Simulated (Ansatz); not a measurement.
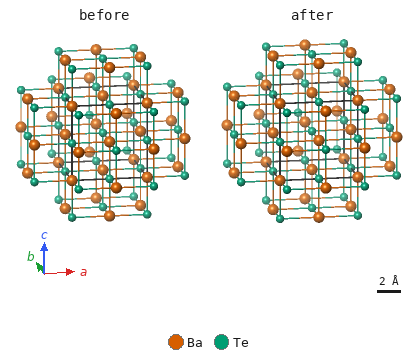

The structure of crystalline BaTe (set up in Fm-3m) before (left) and after (right) a relaxation, at one scale.

The picture is a ball-and-stick view of the conventional cell (4 times the calculation's cell), seen slightly off an axis. Lengths and directions refer to the drawn axes.

These are results of DFT r2SCAN, scalar-relativistic, plane waves, PAW in Ansatz 0.2.0, not measurements. (plane-wave cutoff 500 eV; k-point mesh 8 × 8 × 8; occupations gaussian; smearing width 0.02 eV; no spin polarisation; cell and atoms relaxed; force threshold 0.005 eV/Å; at most 80 steps)

**What changed between the two?**

The energy falls by 0.101 eV per cell of the calculation in 3 accepted moves (4 points after the start). All forces vanish by symmetry, so only the cell relaxes. The pressure goes from 4.05 to 0.01 GPa. At 1 point the geometry stayed and the basis and grid were re-selected for the new cell (energy shift of 0.5 meV per cell of the calculation at most each time). No atom moves by more than 0.005 Å relative to the cell. The drawn cell changes as follows: a = b = c 6.820 → 7.062 Å (+3.6 %); the volume changes by +11.0 %. Among the contacts that change: Ba–Te 3.410 → 3.531 Å. The space group stays Fm-3m (No. 225). The run took roughly 30 core-seconds on a shared host.
